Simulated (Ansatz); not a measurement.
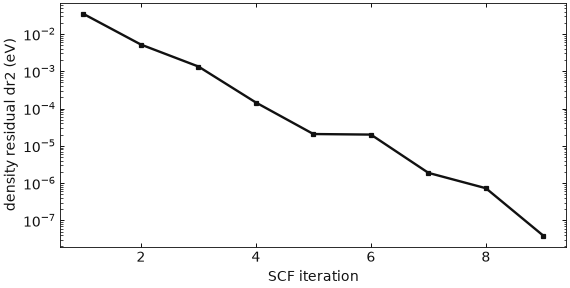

The plot shows the SCF iterations of a calculation: density residual dr2. The starting density is a sum of atomic densities corrected by a trained network.

Program: Ansatz.

```
crystal:
  lattice:
    - [2.34465, -1.7134, 0.0]
    - [2.34465, 1.7134, 0.0]
    - [-0.86055, 0.0, 5.05944]
  atoms:
    - { symbol: Cu, position: [1.1723, 0.8457, 0.0] }
    - { symbol: Cu, position: [0.7421, -0.8457, 2.5297] }
    - { symbol: O, position: [2.0724, -0.2841, 1.2836] }
    - { symbol: O, position: [1.6421, 0.2841, 3.8133] }
basis:
  ecutwfc: 420
kpoints:
  mp_grid: { grid: [8, 8, 4] }
hamiltonian:
  xc: pbe
scf:
  occupations: { method: gaussian, width: 0.1 }
  max_iter: 98
output:
  forces: true
  stress: true
  eigenvalues: true
```

Command:
```bash
ansatz run input.yaml --threads 1 --pin off --max-ram 2560MiB --backend cpu --events-out ev --progress --plain --runs-dir out
```

Q: How did this run end?

A: It converged, after 9 iterations. The residual falls almost steadily, with no more than small rises or pauses. From the first spectrum the program read the system as a metal and chose the Kerker preconditioner.

Q: Read the residual at the first and at the last step drawn.

A: It starts near 0.03 and ends near 4 × 10⁻⁸ eV.
